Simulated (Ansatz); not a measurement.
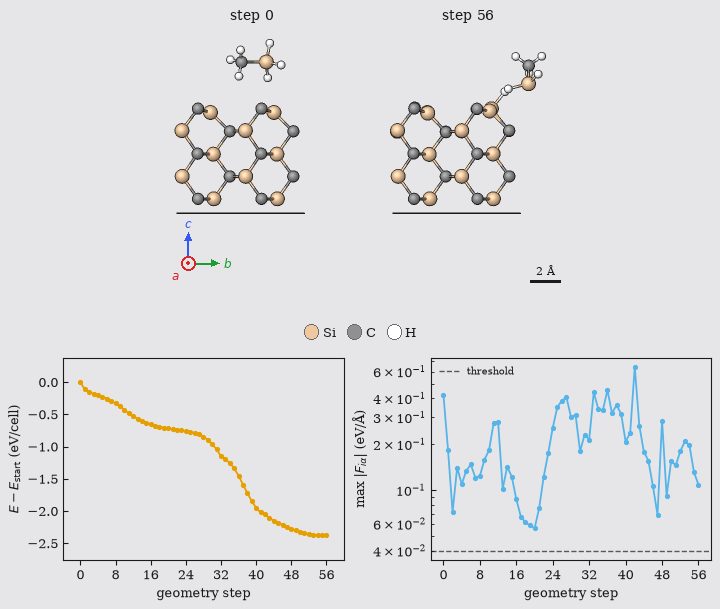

First and last geometry of a constrained relaxation of a slab of composition Si$_{7}$H$_{2}$C$_{7}$ (cut from the F-43m phase), with the history of the run. Style: ball-and-stick. Shown: the cell of the calculation, outlined in the plane, without the vacuum (origin shifted), along the a axis.

Case: 1 MeSiH3 a cell, flat, over a bridge Si-C site. The slab is the (1 1 0) face of SiC with MeSiH3 on it. 16 atoms are held fixed.

Theory: DFT PBE+D3(BJ), scalar-relativistic, plane waves, PAW in Ansatz 0.2.0. (plane-wave cutoff 420 eV; k-point mesh 3 × 2 × 1; occupations gaussian; smearing width 0.05 eV; no spin polarisation; dipole correction; atoms relaxed in a fixed cell; force threshold 0.04 eV/Å; at most 100 steps)

Q: Read the history and describe the run.

A: The run was cut off at its time limit before the relaxation converged, so the last structure is only a point on the way. The atom that moves furthest is an H atom (5.96 Å within the plane). By element the largest moves are H 5.96 Å, C 4.91 Å, Si 3.87 Å. The cell doesn't change. Among the contacts that change: Si–Si 6.616 → 2.979 Å, C–Si 5.296 → 1.896 Å, H–Si 1.470 → 2.507 Å, H–Si 2.529 → 1.497 Å. New bonds form, among them: C–Si (5.30 → 1.90 Å), H–Si (2.53 → 1.50 Å). Bonds break, among them: H–Si (1.47 → 2.51 Å). Bond angles that change, for instance: Si–C–Si 99.5° → 109.5°, Si–C–Si 98.4° → 106.6°, H–Si–H 109.5° → 101.3°. After 56 geometry steps the energy has fallen by 2.377 eV per cell of the calculation. Largest force component: 0.42 eV/Å at the start, 0.11 eV/Å at the end.

Limits of the set-up: the periodic images lie only 6.1 Å apart, so the values are limited by the cell's size.
